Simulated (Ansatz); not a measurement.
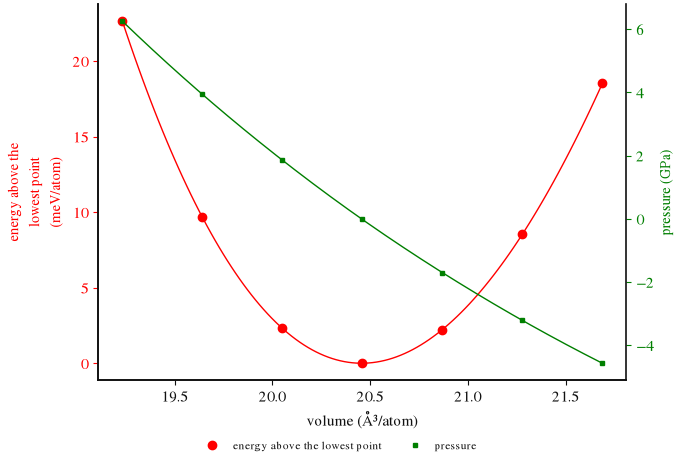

Figure. Energy above the lowest point and pressure against volume for Si, space group Fd-3m (No. 227) (one of a set of cubic test structures, which need not be the stable phase).

A third-order Birch–Murnaghan fit gives V0 = 20.46 Å³/atom, B0 = 88.8 GPa and B′ = 4.3. The energy above the lowest point is 22.6 meV/atom at volume 19.23 Å³/atom and 18.5 meV/atom at 21.69 Å³/atom; the lowest computed point is at volume 20.46 Å³/atom (0.0 meV/atom). The pressure falls from 6.3 GPa at volume 19.23 Å³/atom to −4.6 GPa at 21.69 Å³/atom, and changes sign near 20.46 Å³/atom.

Calculation (Ansatz 0.2.0 development build): equation of state of a cubic crystal from periodic Kohn-Sham density functional theory without spin, third-order Birch-Murnaghan fit to the free energies; pressure corrected for the finite basis. Level: PBE.

structure type diamond; atoms in cell 2; space group number 227; lattice centring face-centred primitive; k mesh 34×34×34; occupation method Fermi–Dirac; occupation width 0.06123 eV; wave cutoff 420 eV; datasets soft-1 PAW; density tolerance 1e−07 eV; bands 8; density cutoff ratio 4; search for lower states default.
